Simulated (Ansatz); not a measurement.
## Geometry relaxation, with input and output: BeSe (part 2 of 2)

BeSe (F-43m, 2 atoms in the cell); DFT PBE, scalar-relativistic, plane waves, PAW, no spin polarisation (Ansatz 0.2.0); cutoff 420 eV, 8×8×8 k-mesh, Gaussian smearing of 0.02 eV. The structure derives from an entry of the Crystallography Open Database.

Geometry of the input (Å; fractional positions):
```
0.0000  2.5350  2.5350
2.5350  0.0000  2.5350
2.5350  2.5350  0.0000
Be 0.0000  0.0000  0.0000
Se 0.2500  0.2500  0.2500
```

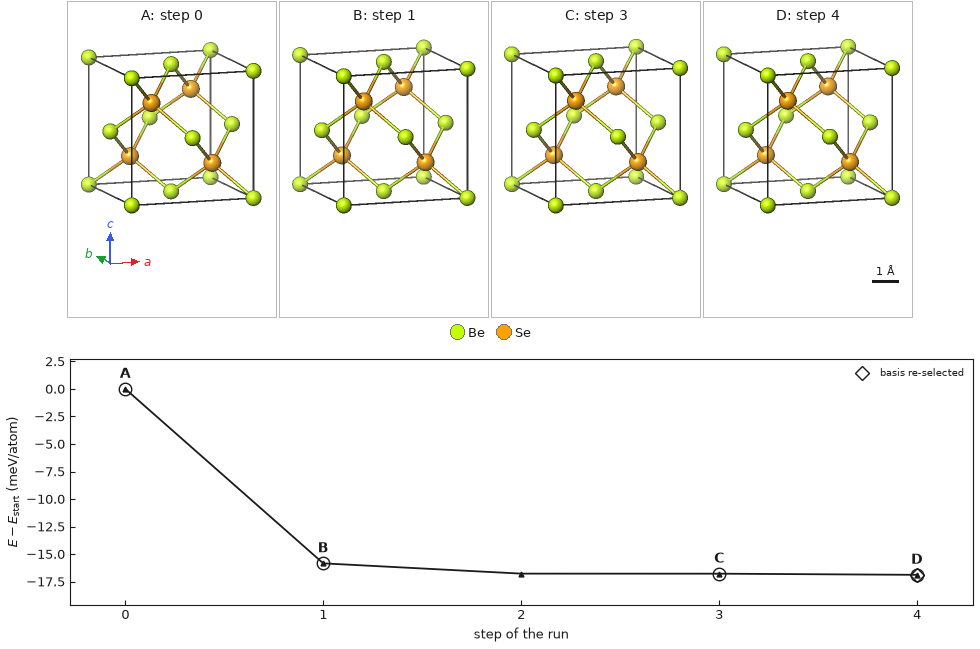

**Figure 1.** Frames of the relaxation (ball-and-stick view of the cell 4 times as large as that of the calculation, set on its symmetry axes, seen slightly off an axis) above the curves, on which the letters mark them (the first geometry is step 0 here and step 1 in the log).

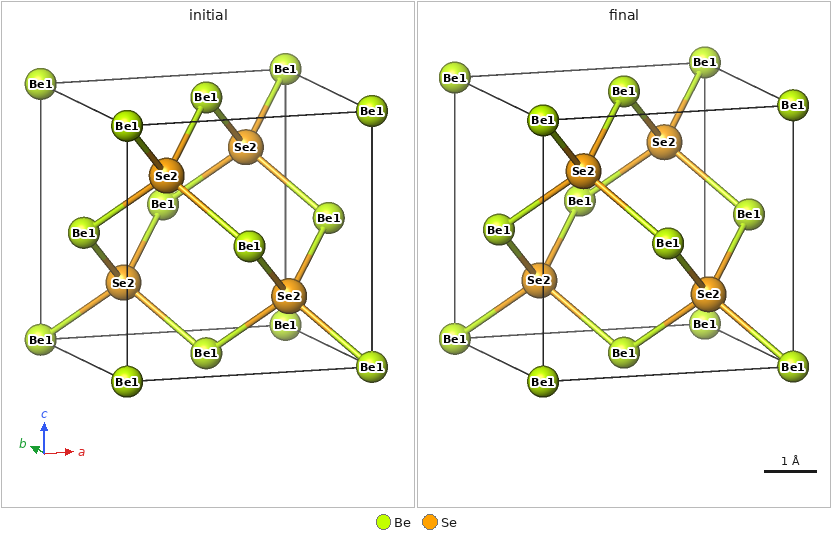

**Figure 2.** Before (left) and after (right) the relaxation, at one scale (ball-and-stick view of the cell 4 times as large as that of the calculation, set on its symmetry axes, seen slightly off an axis). The energy falls by 16.8 meV per atom in 3 geometry steps. All forces vanish by symmetry, so only the cell relaxes. Pressure: 5.36 GPa at the start and 0.01 GPa at the end. The atoms keep their places relative to the cell (all moves are under 0.005 Å). The volume changes by +6.5 %, with a = b = c 5.070 → 5.178 Å (+2.1 %). Distances before and after: Be1–Se2 2.195 → 2.242 Å. The space group stays F-43m (No. 216). A last SCF at the same geometry on a re-selected plane-wave basis shifts the energy by −0.1 meV per atom. (Atoms are counted from 1 in the order of the input.)

```
basis re-selected at this cell: Δ(F+E_penalty+E_count) = -2.086e-4 eV, ΔP = +0.004 GPa vs the last step (what re-selecting the basis moved, of the pressure what is left beyond the Pulay correction that the steps carried, after the strain that the cell walked since its last selection, with what the two solves' SCF thresholds leave and, on support functions, any second-order correction that the steps lacked; it is no measure of the basis error at this ecutwfc). The dense FFT grid was sized anew with the basis: this SCF ran on 25×25×25 points, the steps before it on 24×24×24, so part of this shift can come from that change (see relax.cell in the input reference). This SCF's stress stands 7.21e-3 GPa from its target on what of the cell is left free (relax.cell.stress_tol is 5.00e-2 GPa) and its largest allowed force component is 6.07e-17 eV/Å (relax.f_tol is 5.00e-3 eV/Å): within both
SCF converged after 7 iterations
Free energy (F): -5563.437277 eV
Harris-Foulkes:  -5563.437277 eV  (|F-HF|=4.55e-12)
Internal energy: -5563.437277 eV  (E = F + TS)
E sigma→0 (E₀):  -5563.437277 eV
Fermi energy:    8.059111 eV
--- Per-component energies (eV) ---
  E_band       = -387.098314
  E_kinetic    = 138.761074
  E_local      = -2540.536479  (includes V_loc(G=0)·N_el)
  E_nonlocal   = -591.878217
  E_hartree    = 1253.572894
  E_xc         = -123.936648
  E_vxc        = -118.995327  (∫ρ·V_xc dr)
  E_paw        = -1970.422552  (= ΣΔE_a)
  E_vpaw       = 218.405289  (= ΣTr[D̂ρ^β])
  E_aug_tail   = -0.000539  (compensation charges beyond the density's cutoff)
  E_ewald      = -1728.996810
  E_smearing   = -0.000000  (= −TS)
  E_closure    = 0.000000  (closes the sum)
  Σ components = -5563.437277   (vs F -5563.437277, Δ=0.00e0)
--- Forces (eV/Å), atoms counted from 1 ---
  atom   1  Be     0.00000000     0.00000000    -0.00000000
  atom   2  Se    -0.00000000    -0.00000000     0.00000000
  max |Σ_I F_I| component: 1.19e-16 eV/Å
--- Stress (GPa, compression-positive) ---
        0.007212      -0.000000      -0.000000
       -0.000000       0.007212       0.000000
       -0.000000       0.000000       0.007212
  P = ⅓ Tr σ = 0.0072 GPa (0.072 kbar)
--- Band table (eV; the first three rows and the last of 29) ---
  k-point 0: bands = ["-39.9286", "-39.9286", "-39.9286", "-39.9228", "-39.9228", "-6.9533", "6.7220", "6.7220", "6.7220", "10.9450", "11.7462", "11.7462", "11.7462"]
  k-point 1: bands = ["-39.9285", "-39.9284", "-39.9284", "-39.9228", "-39.9228", "-6.8046", "5.4344", "6.5182", "6.5182", "11.2236", "12.0861", "12.0861", "12.7799"]
  k-point 2: bands = ["-39.9283", "-39.9282", "-39.9282", "-39.9228", "-39.9228", "-6.4012", "3.3891", "6.1157", "6.1157", "11.1478", "12.6242", "12.6242", "14.9338"]
  k-point 28: bands = ["-39.9280", "-39.9279", "-39.9270", "-39.9230", "-39.9225", "-5.1865", "2.3959", "3.0221", "3.5241", "12.8548", "13.7896", "14.1093", "14.6394"]
--- Relaxed structure (4 steps of the walk, 4 accepted, 1 SCFs on fresh bases) ---
  F+E_penalty+E_count = -5563.43727695 eV   max|allowed force component| = 6.072e-17 eV/Å   (the final SCF, on the basis selected at the relaxed cell)
  cell:  # Å, volume = 34.7011 Å³
    - [-9.426438260856843e-34, 2.5888345899367944, 2.5888345899367944]
    - [2.5888345899367944, 2.5476860164477946e-33, 2.5888345899367944]
    - [2.5888345899367944, 2.5888345899367944, 7.388289447698605e-33]
  atoms:
    - { symbol: Be, position: [-4.9382819086852206e-34, 3.798678391296324e-34, 9.87656381737044e-34] }
    - { symbol: Se, position: [0.25, 0.25, 0.25] }
```

### Trajectory as extended XYZ (Å, eV, eV/Å), 5 frames, from step=1 to step=5
```
2
Lattice="0.0000 2.5350 2.5350 2.5350 0.0000 2.5350 2.5350 2.5350 0.0000" Properties=species:S:1:pos:R:3:forces:R:3 step=1 energy=-5563.40351 pressure_GPa=5.36
Be    0.0000    0.0000    0.0000    0.0000   0.0000   0.0000
Se    1.2675    1.2675    1.2675    0.0000   0.0000   0.0000
2
Lattice="0.0000 2.5757 2.5757 2.5757 0.0000 2.5757 2.5757 2.5757 0.0000" Properties=species:S:1:pos:R:3:forces:R:3 step=2 energy=-5563.43519 pressure_GPa=1.18
Be    0.0000    0.0000    0.0000    0.0000   0.0000   0.0000
Se    1.2879    1.2879    1.2879    0.0000   0.0000   0.0000
2
Lattice="0.0000 2.5877 2.5877 2.5877 0.0000 2.5877 2.5877 2.5877 0.0000" Properties=species:S:1:pos:R:3:forces:R:3 step=3 energy=-5563.43706 pressure_GPa=0.10
Be    0.0000    0.0000    0.0000    0.0000   0.0000   0.0000
Se    1.2939    1.2939    1.2939    0.0000   0.0000   0.0000
2
Lattice="0.0000 2.5888 2.5888 2.5888 0.0000 2.5888 2.5888 2.5888 0.0000" Properties=species:S:1:pos:R:3:forces:R:3 step=4 energy=-5563.43707 pressure_GPa=0.00
Be    0.0000    0.0000    0.0000    0.0000   0.0000   0.0000
Se    1.2944    1.2944    1.2944    0.0000   0.0000   0.0000
2
Lattice="0.0000 2.5888 2.5888 2.5888 0.0000 2.5888 2.5888 2.5888 0.0000" Properties=species:S:1:pos:R:3:forces:R:3 step=5 energy=-5563.43728 pressure_GPa=0.01
Be    0.0000    0.0000    0.0000    0.0000   0.0000   0.0000
Se    1.2944    1.2944    1.2944    0.0000   0.0000   0.0000
```

### Key numbers

```json
{"quantity": "outcome", "value": "converged"}
{"quantity": "space group (tolerance 0.01 Å)", "value": "F-43m (216)"}
{"quantity": "electrons treated", "value": "18"}
{"quantity": "free energy", "value": "−5563.4373 eV"}
{"quantity": "Fermi energy", "value": "8.059 eV"}
{"quantity": "gap on the k-point mesh", "value": "2.67 eV"}
{"quantity": "pressure", "value": "0.01 GPa"}
{"quantity": "final volume", "value": "34.70 Å³"}
{"quantity": "largest force (length of the vector) at the end", "value": "under 0.001 eV/Å"}
{"quantity": "final cell", "value": "a = 3.661 Å, b = 3.661 Å, c = 3.661 Å, α = 60.00°, β = 60.00°, γ = 60.00°"}
{"quantity": "hardware", "value": "1 thread of Arm Neoverse V2, 24 GiB of memory available, shared host"}
{"quantity": "wall time", "value": "6 s"}
{"quantity": "peak memory", "value": "0.29 GiB"}
```
